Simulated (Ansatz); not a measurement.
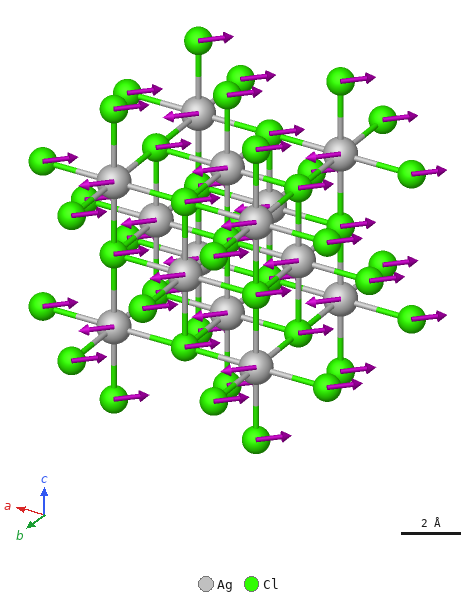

Crystalline AgCl (a generated structure, set up in Fm-3m). The purple arrows show how the atoms are displaced, magnified 50 times. A ball-and-stick model of the conventional cell (4 times the calculation's cell), seen from a free direction. Lengths and directions refer to the drawn axes.

Computed with DFT, PBE, PAW with Ansatz's default frozen-core files, scalar-relativistic (Ansatz 0.2.0). (plane-wave cutoff 420 eV; k-point mesh 12 × 12 × 12; occupations fermi dirac; smearing width 0.08 eV; no spin polarisation)

> What was done to the structure, and with what result?

Atoms are displaced by 0.02 Å: Ag 0.02 Å along [1 1 0], Cl 0.02 Å along [−1 −1 0]. No relaxation follows. The energy changes by less than 1 meV per atom. Pressure: 0.0 GPa before, 0.1 GPa after. The largest forces, 0.042 eV/Å, act on Ag and Cl. Some distances before and after: Ag–Cl 2.805 → 2.770 to 2.841 Å. The space group (tolerance 0.01 Å) goes from Fm-3m (No. 225) to Imm2 (No. 44).
